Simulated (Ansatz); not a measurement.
# SiW3: what the fields show

The calculation's input:

```
crystal:
  lattice:
    - [-2.5891531054, 2.5891531054, 2.5891531054]
    - [2.5891531054, -2.5891531054, 2.5891531054]
    - [2.5891531054, 2.5891531054, -2.5891531054]
  atoms:
    - { symbol: Si, position: [0.0, 0.0, 0.0] }
    - { symbol: W, position: [0.4903443331, 0.4903443331, 0.0] }
    - { symbol: W, position: [0.5, 0.0, 0.5] }
    - { symbol: W, position: [0.0, 0.5, 0.5] }
basis:
  ecutwfc: 500
kpoints:
  mp_grid: { grid: [14, 14, 14] }
hamiltonian:
  xc: r2scan
scf:
  occupations: { method: gaussian, width: 0.15 }
output:
  forces: true
  stress: true
  eigenvalues: true
  write_density: true
  write_potential: true
  elf: true
  volumetric_format: npy
```

Run with:

```sh
ansatz run input.yaml --threads 1 --pin off --max-ram 2560MiB --backend cpu --events-out ev --progress --plain --runs-dir out
```

Below, planes, directions and counts refer to the conventional cell (a = 5.18 Å, b = 5.18 Å, c = 5.18 Å, α = 90.00°, β = 90.00°, γ = 90.00°).

Space group I4mm; a structure from a database of computed crystals, not necessarily the ambient phase; changed on purpose from its base cell (atom 2 (W) moved -0.050 A along Cartesian [0 0 1]); not relaxed (largest force 0.4 eV/Å).

These are results of DFT r2SCAN, scalar-relativistic, plane waves, PAW (Ansatz 0.2.0), not measurements.

Core electrons are frozen (PAW), and the valence fields are smoothed inside the atomic spheres.

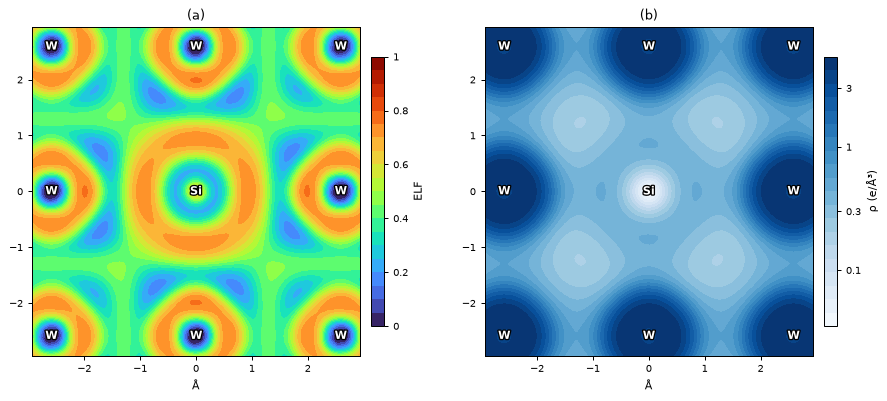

Figure 1. (a) electron localisation function; (b) valence pseudo-density on the (001) plane of the conventional cell.

What do the fields say about this system?

- The section cuts through Si and W sites.
- W–W (2.59 Å): the density is about 0.56 e/Å³ at the midpoint; the ELF is about 0.40 at the midpoint.
- Si–W (2.59 Å): ρ at the midpoint is about 0.42 e/Å³; the ELF peaks at about 0.75 in the valence shell of Si, 0.9 Å from its nucleus, and is about 0.45 at the midpoint.
- Between the atoms the lowest density in this plane is 0.2 e/Å³.
- The features right at W lie inside the PAW spheres, where the map follows smoothed inner orbitals and isn't to be read closely.

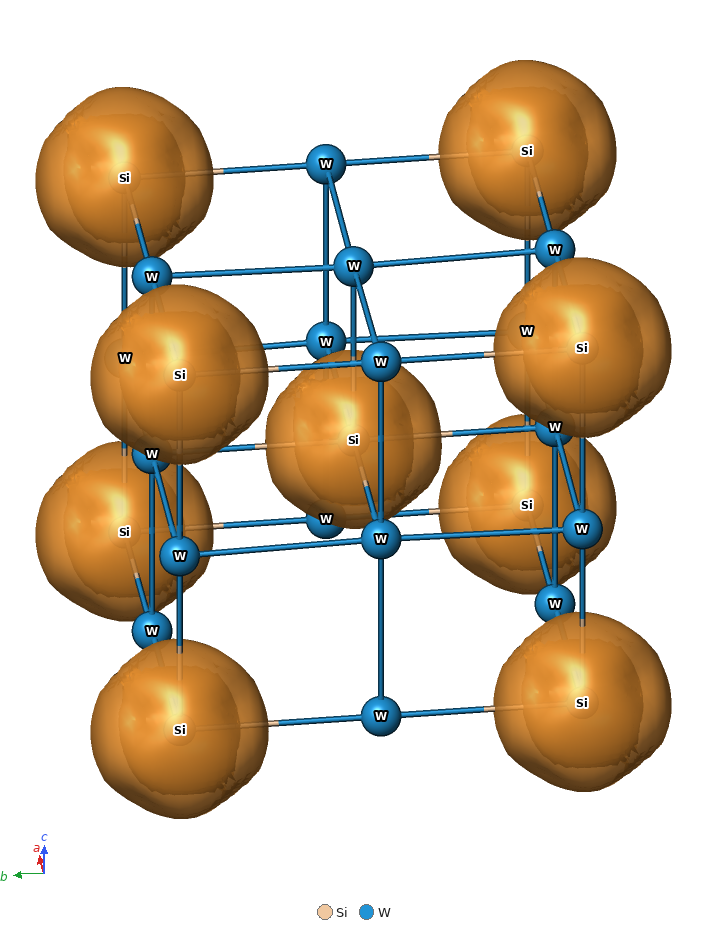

Figure 2. Isosurface of the electron localisation function at 0.65 (orange), seen at an oblique angle. Core shells and regions of very low density are left out. Sticks mark near contacts.

Describe the localisation domains.

At this value the surface marks out two regions wrapped around Si (the valence shell of each), counted in one cell of 8 atoms. Regions shared between cells count once. Profiles from the grid: Si–W (2.54 Å): the ELF peaks at about 0.75 in the valence shell of Si, 0.9 Å from its nucleus, and is about 0.50 at the midpoint.

Metal or insulator at this level of theory?

It is metallic or semimetallic at this level of theory: no gap opens.
